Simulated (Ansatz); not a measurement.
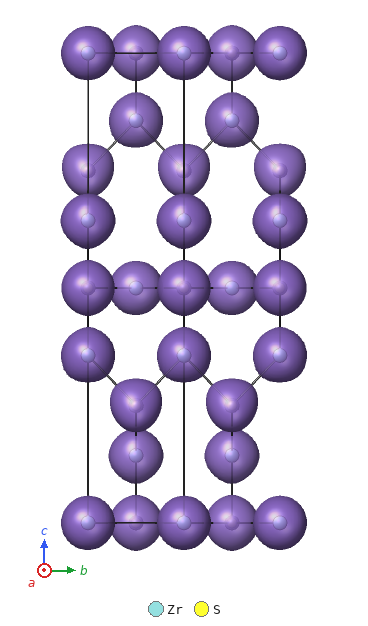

Figure 1: Zr3S2. Isosurface of the valence pseudo-density at 0.6 e/Å³ (purple), seen along the a axis. Sticks mark near contacts.

Space group I-4m2; a structure generated by program, which may or may not match a known phase.

Method: DFT PBE, scalar-relativistic, plane waves, PAW in Ansatz.

Which contacts does the surface bridge?

Answer. At this value the density breaks into separate islands; it holds about 65 % of the electrons treated as valence (semicore included). It bridges none of the near contacts. It is pinched off along the shortest Zr–S (2.49 Å) and Zr–S (2.56 Å) contacts. On the grid the lowest density along these lines, outside the cores, is 0.44 e/Å³ (Zr–S, 2.49 Å) and 0.42 e/Å³ (Zr–S, 2.56 Å).

Does the calculation make it a metal, or give it a gap?

Answer. It is gapless in this calculation (a metal or semimetal).
